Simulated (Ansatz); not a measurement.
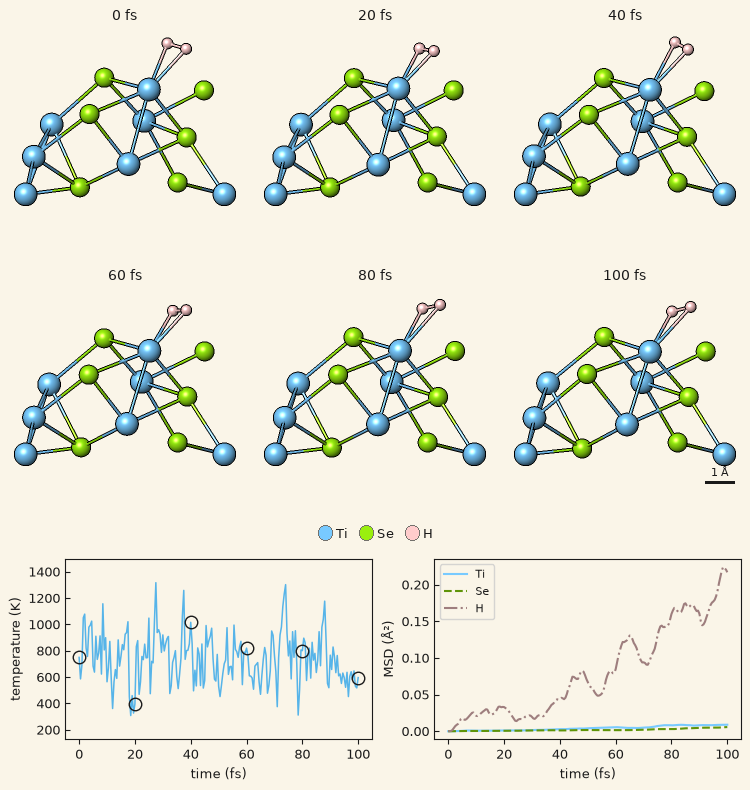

A Born-Oppenheimer molecular dynamics run of H2 on TiSe(111) (14 atoms in the cell), 100 fs long. It starts from the last geometry of an earlier run, with fresh velocities. Frames and the history of the run. The picture is a ball-and-stick view of the simulation cell, with the vacuum cut short, seen along the a axis. Bonds to atoms that aren't drawn are left out.

These are results of DFT LDA, scalar-relativistic, plane waves, PAW in Ansatz 0.2.0, not measurements. Set-up: plane-wave cutoff 420 eV; k-point mesh 2 × 2 × 1; Fermi-Dirac smearing 0.05 eV; 2 atoms held fixed; Langevin thermostat (NVT); set temperature 750 K; time step 0.5 fs; friction 1 per fs.

Input file:
```yaml
crystal:
  lattice:
    - [5.939441, 0.0, 0.0]
    - [-2.969721, 6.979032, 0.0]
    - [0.0, 0.0, 16.570559]
  atoms:
    - { symbol: Ti, position: [0.0, 0.0, 0.060348] }
    - { symbol: Ti, position: [0.81615573, 0.51767064, 0.12451753] }
    - { symbol: Se, position: [0.2158778, 0.765089, 0.0854229] }
    - { symbol: Se, position: [0.38968219, 0.27308863, 0.07535083] }
    - { symbol: Ti, position: [0.5598451, 0.04134632, 0.14013565] }
    - { symbol: Ti, position: [0.30375846, 0.59675879, 0.21603734] }
    - { symbol: Se, position: [0.77391272, 0.81034891, 0.18098769] }
    - { symbol: Se, position: [0.88708696, 0.32146779, 0.23043269] }
    - { symbol: Ti, position: [0.1504067, 0.13103312, 0.20828927] }
    - { symbol: Ti, position: [0.88208058, 0.62033866, 0.28251587] }
    - { symbol: Se, position: [0.3422275, 0.89716659, 0.28072315] }
    - { symbol: Se, position: [0.43127635, 0.39568024, 0.3074813] }
    - { symbol: H, position: [0.78727779, 0.71348913, 0.38014941] }
    - { symbol: H, position: [0.91977596, 0.80752491, 0.36867318] }
basis:
  ecutwfc: 420.0
kpoints:
  mp_grid: { grid: [2, 2, 1] }
hamiltonian:
  xc: lda
scf:
  occupations: { method: fermi_dirac, width: 0.05 }
  lower_state_search: "off"
  max_iter: 50
md:
  timestep: 0.5
  n_steps: 200
  ensemble: nvt_langevin
  temperature: 750.0
  initial_velocities: maxwell_boltzmann
  seed: 710022
  friction: 1.0
  constraints: [{ sites: [0, 2] }]
```

Run as
```bash
ansatz run input.yaml --threads 2 --pin off --max-ram 5120MiB --backend cpu --events-out ev --progress --plain --runs-dir out
```

Describe the run.

Answer. The mean temperature in the second half is 723 K (standard deviation 180 K). The potential energy is still drifting at the end, so the run hasn't reached equilibrium. The potential energy in the second half lies on average 6.8 meV per atom above the first frame. Root-mean-square distances from the starting positions over the second half, with the common drift of all atoms taken out: H 0.36 Å, Ti 0.08 Å, Se 0.05 Å. The run lasts only 100 fs, too short to tell vibration from diffusion. The friction is so strong that the slow modes are overdamped, and the motion no longer resembles free dynamics.

Limits of the set-up: the periodic images lie only 5.9 Å apart, so the values are limited by the cell's size.

The run took 18 min on 2 threads of Arm Neoverse V2, with other jobs on the host, peak memory 1.2 GiB.
